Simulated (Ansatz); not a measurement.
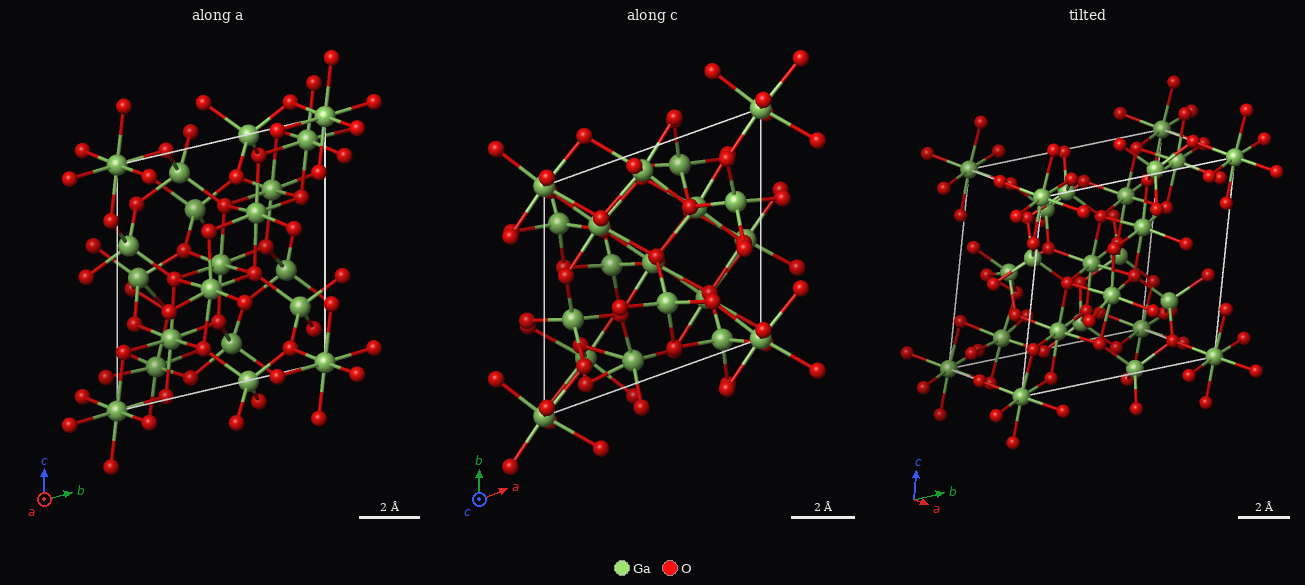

Ball-and-stick representation of a periodic structure, projected along the a axis, along the c axis and slightly off an axis. The parallelepiped is the simulation cell. A few atoms beyond the faces are included. Cell: a = 7.639 Å, b = 7.757 Å, c = 8.519 Å, α = 72.52°, β = 75.43°, γ = 67.19°.

Formula: Ga16O25. Symmetry: P1 (translations only). One cell contains 16 Ga, 25 O, 41 atoms in all.

Provenance: a structure listed in the Materials Project, repeated into a supercell with a point defect put in. The atoms were relaxed in a fixed cell with DFT PBE, scalar-relativistic, plane waves, PAW (Ansatz 0.2.0).
